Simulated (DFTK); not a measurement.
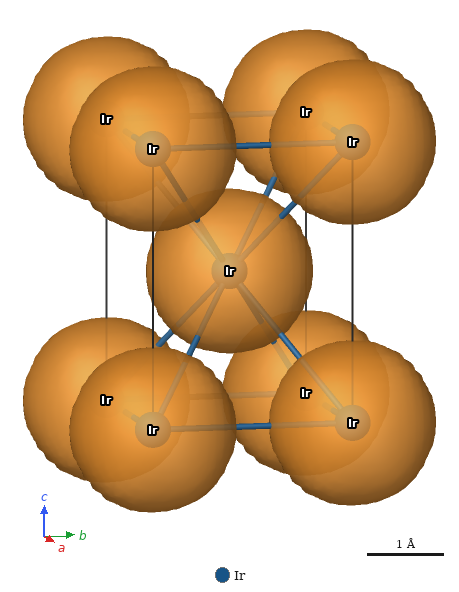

Ir. Isosurface of the valence pseudo-density at 0.6 e/Å³ (orange), seen slightly off an axis. Sticks mark near contacts.

Space group I4/mmm; changed on purpose from its base cell (strain = -0.02); computed pressure about 21 GPa in this cell.

Computed with Kohn-Sham DFT of a periodic cell, PBE, dojo.nc.sr.PBE.v0_4_1.standard.upf in DFTK.

Core electrons are replaced by pseudopotentials, and the valence fields are smoothed inside the atomic spheres.

Input file:

```
using DFTK
using PseudoPotentialData
using Unitful, UnitfulAtomic
using LinearAlgebra, Printf
include("save.jl")
disable_threading()

# lattice vectors are the columns
lattice = austrip(1u"Å") * [           0.0       1.877288       1.877288;
                   1.9156            0.0         1.9156;
                   1.9156         1.9156            0.0]
symbols   = [:Ir]
positions = [[0.0, 0.0, 0.0]]
pseudopotentials = PseudoFamily("dojo.nc.sr.pbe.v0_4_1.standard.upf")
elements = Dict(s => ElementPsp(s, pseudopotentials) for s in unique(symbols))
atoms    = [elements[s] for s in symbols]

build_model(lattice, positions; symmetries=true) =
    model_DFT(lattice, atoms, positions;
              functionals=PBE(),
              temperature=austrip(0.05u"eV"),
              smearing=Smearing.FermiDirac(),
              symmetries)
Ecut  = 40.0  # hartree
kgrid = [8, 8, 8]
tol   = 1e-6
to_GPa = ustrip(uconvert(u"GPa", 1u"hartree/bohr^3"))

model = build_model(lattice, positions)
basis = PlaneWaveBasis(model; Ecut, kgrid)
display(basis)
scfres = self_consistent_field(basis;
                               tol,
                               nbandsalg=AdaptiveBands(model; n_bands_converge=13))
display(scfres.energies)
@printf "Fermi level: %.6f eV\n" ustrip(auconvert(u"eV", something(scfres.εF, NaN)))
forces = compute_forces_cart(scfres)
println("Forces (eV/Å)")
for (s, f) in zip(symbols, forces)
    @printf "%-3s %12.6f %12.6f %12.6f\n" s ustrip.(auconvert.(u"eV/Å", f))...
end
stress = compute_stresses_cart(scfres)
println("Stress (GPa)")
display(round.(stress * to_GPa; digits=4))
println("Levels at the first k-point (eV): ", round.(ustrip.(auconvert.(u"eV", scfres.eigenvalues[1][1:scfres.n_bands_converge])); digits=4))
save_scf!(scfres; forces, stress)
```

Run with:

```sh
julia --threads=1 run.jl
```

Below, planes, directions and counts refer to the conventional cell (a = 2.71 Å, b = 2.71 Å, c = 3.75 Å, α = 90.00°, β = 90.00°, γ = 90.00°).

> What does this surface tell about the bonding?

At this value the density breaks into separate islands; it holds about 80 % of the electrons treated as valence. It bridges none of the near contacts. It is pinched off along the sampled Ir–Ir (2.68 Å) contacts. On the grid the lowest density along these lines, outside the cores, is 0.47 e/Å³ (Ir–Ir, 2.68 Å).
